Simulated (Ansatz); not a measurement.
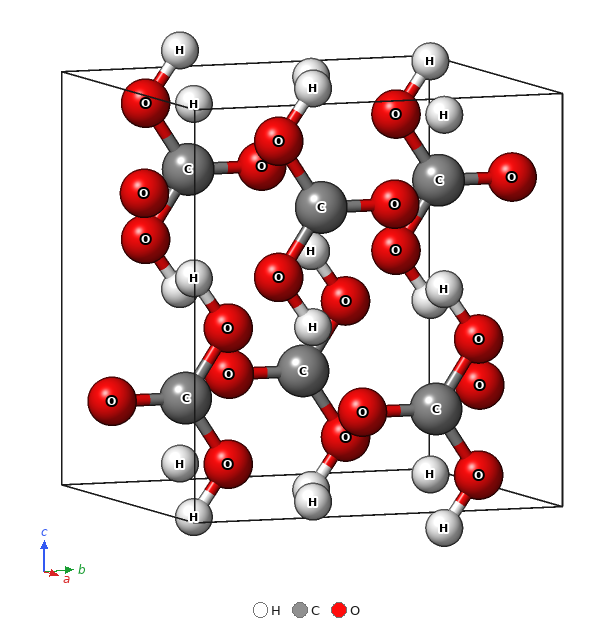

View slightly off an axis, drawn as a ball-and-stick model. The conventional unit cell is outlined; an atom on or near a face, edge or corner is repeated at each equivalent position.

H2CO3, space group Cmcm (No. 63), a = 5.73 Å, b = 6.24 Å, c = 6.56 Å, α = 90.00°, β = 90.00°, γ = 90.00°.

Calculation details: Ansatz, DFT r2SCAN+D3(BJ), scalar-relativistic, plane waves, PAW; E_cut = 500 eV, k-points about 0.24 Å⁻¹ apart, Gaussian smearing of 0.02 eV, no spin polarisation.

Q: What does the calculation say: metal or gapped?

A: An insulator at this level, with a gap of 6.63 eV on the k-mesh (the true edges may lie between mesh points, so the gap can be somewhat smaller).

The cell started as a structure listed in the Materials Project. A relaxation with DFT r2SCAN+D3(BJ), scalar-relativistic, plane waves, PAW in Ansatz gave the geometry drawn.
